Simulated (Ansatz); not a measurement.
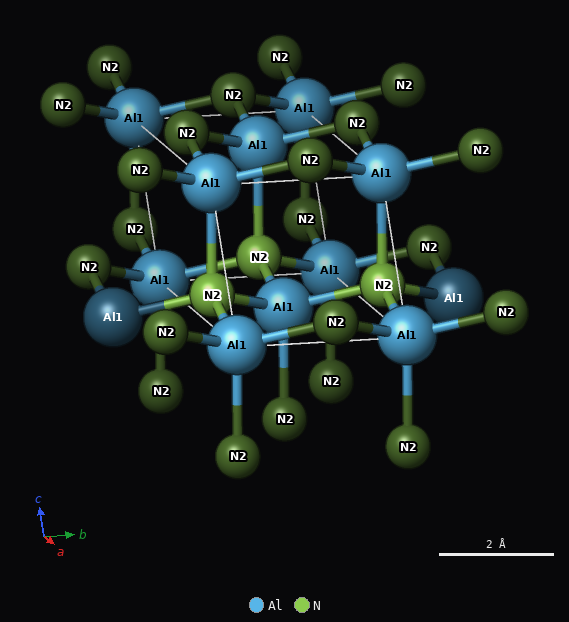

The structure as given in the input (ball-and-stick view of the cell 2 times as large as that of the calculation, set on its symmetry axes, seen slightly off an axis; neighbours outside the cell are drawn fainter; atoms are numbered from 1 in the order of the input). Near neighbours in the crystal (not all of them lie inside the picture): Al has 4 N at 1.80 to 2.00 Å; N has 4 Al at 1.80 to 2.00 Å.

## AlN: a changed input and its effect

System: AlN (Cm, 2 atoms in the cell).
Method of the first run: DFT, PBEsol, plane waves, PAW, PAW set soft_1, no spin polarisation (Ansatz 0.2.0).

The structure derives from a Materials Project entry. Text and figures count atoms from 1; the logs count them from 0 in places.

Input, the first run:
```yaml
crystal:
  lattice:
    - [0.0, 2.1886566781, 2.1886566781]
    - [2.1886566781, 0.0, 2.1886566781]
    - [2.1886566781, 2.1886566781, 0.0]
  atoms:
    - { symbol: Al, position: [0.0, 0.0135199671, 0.0] }
    - { symbol: "N", position: [0.75, 0.723956628, 0.75] }
basis:
  ecutwfc: "33.1 Ry"
kpoints:
  mp_grid: { grid: [10, 10, 10] }
hamiltonian:
  xc: pbesol
  pseudopotentials: { kind: paw, azcp: { folder: soft_1 } }
scf:
  occupations: { method: gaussian, width: 0.05 }
  algorithm: direct_min
output:
  forces: true
  eigenvalues: true
  stress: true
```

Command:
```bash
ansatz run input.yaml --threads 1 --pin off --max-ram 2048MiB --backend cpu --events-out ev --progress --plain --runs-dir out
```

Hardware: 1 thread of Intel Xeon (Granite Rapids), 32 GiB of memory available, shared host.

Output, shortened to warnings, some set-up lines, iterations and results (the first run):
```
Warning: [file] the record states the generating functional pbe (its physics header spells it `PBE`), which answers neither for hamiltonian.xc's functional nor for the pbesol family's — results may be inconsistent (PPs are generated against a specific XC)
Warning: [file] the record states the generating functional pbe (its physics header spells it `PBE`), which answers neither for hamiltonian.xc's functional nor for the pbesol family's — results may be inconsistent (PPs are generated against a specific XC)
Basis set: ecut = 450.3484423711014 eV, 459 PW (Γ), exchange–correlation on 48×48×48 points (8 copies of the dense FFT grid, shifted against one another)
Symmetry: 2 space group operations
k-points: 282 of 1000 (time reversal used)
Initial density: superposition of atomic densities (chi_scale 0.1, normalization cell, long waves kept (reshape's long-wave potential 0.00 eV rms))
[...]
SCF iter   1: F=—  HF=-907.194234 eV  |F-HF|=—  |Δ(HF+E_count)|=         —  Δρ=1.31e-1  dr2=4.47e0  ethr=5.60e-2  ⟨swp⟩=2.0  Hψ=12667  notcnv=0
SCF iter   2: F=—  HF=-905.821651 eV  |F-HF|=—  |Δ(HF+E_count)|=    1.37e0  Δρ=1.87e-2  dr2=5.56e-2  ethr=7.46e-4  ⟨swp⟩=4.1  Hψ=11891  notcnv=0  defer=2
SCF iter   3: F=—  HF=-905.811500 eV  |F-HF|=—  |Δ(HF+E_count)|=   1.02e-2  Δρ=1.20e-3  dr2=9.05e-5  ethr=6.95e-4  ⟨swp⟩=2.0  Hψ=4512  notcnv=0
SCF iter   4: F=—  HF=-905.811523 eV  |F-HF|=—  |Δ(HF+E_count)|=   2.35e-5  Δρ=1.01e-4  dr2=9.59e-7  ethr=1.13e-6  ⟨swp⟩=3.9  Hψ=4953  notcnv=0  defer=2
SCF iter   5: F=-905.811523 eV  HF=-905.811523 eV  |F-HF|=1.62e-8  |Δ(HF+E_count)|=   1.71e-7  Δρ=1.07e-5  dr2=2.12e-8  ethr=1.20e-8  ⟨swp⟩=2.2  Hψ=3481  notcnv=0  defer=1
SCF 1 converged in 5 iterations: F = -905.811523 eV  dr2 = 2.12e-8
  Residual-converged pass: ⟨swp⟩=3.7  Hψ=4741  notcnv=0  max |occ|·‖R‖ = 6.6e-6 eV (tolerance 6.7e-6 eV)  dr2=2.68e-8  dr2_onsite=1.50e-9  max |Δocc| = 0.0e0
SCF converged after 5 iterations
Stability not checked: this state was not tested for a lower state beside it, because a direct minimisation reached the state, and no test of it is asked (direct_minimisation; see scf.lower_state_search)
Free energy (F): -905.811523 eV
Harris-Foulkes:  -905.811523 eV  (|F-HF|=1.62e-8)
Internal energy: -905.811523 eV  (E = F + TS)
E sigma→0 (E₀):  -905.811523 eV
Fermi energy:    8.540379 eV
--- Per-component energies (eV) ---
  E_band       = 14.027278
  E_kinetic    = 155.907973
  E_local      = -209.279646  (includes V_loc(G=0)·N_el)
  E_nonlocal   = 45.058179
  E_hartree    = 76.468141
  E_xc         = -97.932597
  E_vxc        = -106.413432  (∫ρ·V_xc dr)
  E_paw        = -580.433860  (= ΣΔE_a)
  E_vpaw       = -24.183862  (= ΣTr[D̂ρ^β])
  E_aug_tail   = 0.000399  (compensation charges beyond the density's cutoff)
  E_ewald      = -295.647350
  E_core_change = 0.047238  (= ΣΔE_core)
  E_smearing   = -0.000000  (= −TS)
  E_closure    = 0.000000  (closes the sum)
  Σ components = -905.811523   (vs F -905.811523, Δ=0.00e0)
--- Forces (eV/Å), atoms counted from 1 ---
  atom   1  Al    -1.27078102     0.45526356    -1.27078102
  atom   2  N      1.27086322    -0.45528112     1.27086322
  max |Σ_I F_I| component: 8.22e-5 eV/Å
--- Stress (GPa, compression-positive) ---
        1.348628      -6.162478       2.136919
       -6.162409       2.844809      -6.162409
        2.136919      -6.162478       1.348628
  P = ⅓ Tr σ = 1.8474 GPa (18.474 kbar)
```

For the second run the input was changed thus:
```diff
-  ecutwfc: "33.1 Ry"
+  ecutwfc: 520.0
-  algorithm: direct_min
```

Predict how the results change.

The free energy of the second run is 0.21 meV per atom lower, which comes mainly from the change of cutoff or grids; a solver setting shouldn't move a converged energy. More plane waves can only lower the energy of a fixed Hamiltonian, so the higher cutoff gives the lower value. The plane waves at Γ go from 459 to 537. On the same kind of shared host the second run took about 0.7 times as long.

Output, shortened to warnings, some set-up lines, iterations and results (the second run):
```
Warning: [file] the record states the generating functional pbe (its physics header spells it `PBE`), which answers neither for hamiltonian.xc's functional nor for the pbesol family's — results may be inconsistent (PPs are generated against a specific XC)
Warning: [file] the record states the generating functional pbe (its physics header spells it `PBE`), which answers neither for hamiltonian.xc's functional nor for the pbesol family's — results may be inconsistent (PPs are generated against a specific XC)
Basis set: ecut = 520 eV, 537 PW (Γ), exchange–correlation on 48×48×48 points (8 copies of the dense FFT grid, shifted against one another)
Symmetry: 2 space group operations
k-points: 282 of 1000 (time reversal used)
Initial density: superposition of atomic densities (chi_scale 0.1, normalization cell, long waves kept (reshape's long-wave potential 0.00 eV rms))
[...]
SCF iter   1: F=—  HF=-907.194701 eV  |F-HF|=—  |Δ(HF+E_count)|=         —  Δρ=1.32e-1  dr2=4.48e0  ethr=3.10e-3  ⟨swp⟩=4.2  Hψ=16308  notcnv=0
SCF iter   2: F=—  HF=-906.032483 eV  |F-HF|=—  |Δ(HF+E_count)|=    1.16e0  Δρ=7.51e-2  dr2=7.12e-1  ethr=3.10e-3  ⟨swp⟩=3.0  Hψ=7573  notcnv=0
SCF iter   3: F=—  HF=-905.826421 eV  |F-HF|=—  |Δ(HF+E_count)|=   2.06e-1  Δρ=2.25e-2  dr2=5.35e-2  ethr=3.10e-3  ⟨swp⟩=2.3  Hψ=5386  notcnv=0
SCF iter   4: F=—  HF=-905.811990 eV  |F-HF|=—  |Δ(HF+E_count)|=   1.44e-2  Δρ=1.08e-3  dr2=1.25e-4  ethr=6.69e-4  ⟨swp⟩=2.0  Hψ=3770  notcnv=0
SCF iter   5: F=—  HF=-905.811950 eV  |F-HF|=—  |Δ(HF+E_count)|=   4.02e-5  Δρ=3.24e-4  dr2=5.98e-6  ethr=1.56e-6  ⟨swp⟩=2.3  Hψ=3288  notcnv=0
SCF iter   6: F=—  HF=-905.811942 eV  |F-HF|=—  |Δ(HF+E_count)|=   8.04e-6  Δρ=5.38e-5  dr2=3.05e-7  ethr=7.48e-8  ⟨swp⟩=2.3  Hψ=3202  notcnv=0
SCF iter   7: F=-905.811942 eV  HF=-905.811942 eV  |F-HF|=5.45e-11  |Δ(HF+E_count)|=   8.98e-8  Δρ=6.63e-6  dr2=4.40e-9  ethr=1.25e-9  ⟨swp⟩=5.0  Hψ=11101  notcnv=0
SCF 1 converged in 7 iterations: F = -905.811942 eV  dr2 = 4.40e-9
SCF converged after 7 iterations
Free energy (F): -905.811942 eV
Harris-Foulkes:  -905.811942 eV  (|F-HF|=5.45e-11)
Internal energy: -905.811942 eV  (E = F + TS)
E sigma→0 (E₀):  -905.811942 eV
Fermi energy:    8.540293 eV
--- Per-component energies (eV) ---
  E_band       = 14.026738
  E_kinetic    = 155.898387
  E_local      = -209.279697  (includes V_loc(G=0)·N_el)
  E_nonlocal   = 45.067586
  E_hartree    = 76.468315
  E_xc         = -97.930204
  E_vxc        = -106.410378  (∫ρ·V_xc dr)
  E_paw        = -580.436188  (= ΣΔE_a)
  E_vpaw       = -24.186168  (= ΣTr[D̂ρ^β])
  E_aug_tail   = -0.000028  (compensation charges beyond the density's cutoff)
  E_ewald      = -295.647350
  E_core_change = 0.047238  (= ΣΔE_core)
  E_smearing   = -0.000000  (= −TS)
  E_closure    = 0.000000  (closes the sum)
  Σ components = -905.811942   (vs F -905.811942, Δ=0.00e0)
--- Forces (eV/Å), atoms counted from 1 ---
  atom   1  Al    -1.27062272     0.45518373    -1.27062272
  atom   2  N      1.27059850    -0.45517466     1.27059850
  max |Σ_I F_I| component: 2.42e-5 eV/Å
--- Stress (GPa, compression-positive) ---
        1.347194      -6.161083       2.136449
       -6.161015       2.843136      -6.161015
        2.136449      -6.161083       1.347194
  P = ⅓ Tr σ = 1.8458 GPa (18.458 kbar)
```

The two runs side by side:

| quantity | the first run | the second run |
| --- | --- | --- |
| outcome | converged | converged |
| free energy per atom (eV) | −452.9058 | −452.9060 |
| gap on the mesh (eV) | 2.87 | 2.87 |
| pressure (GPa) | 1.85 | 1.85 |
| largest force (eV/Å) | 1.854 | 1.854 |
| irreducible k-points | 282 | 282 |
| plane waves at Γ | 459 | 537 |
| SCF iterations | – | 7 |
| wall time (shared host) | 4.5 s | 3.1 s |

For both runs: Warnings: the PAW datasets were made with another functional.
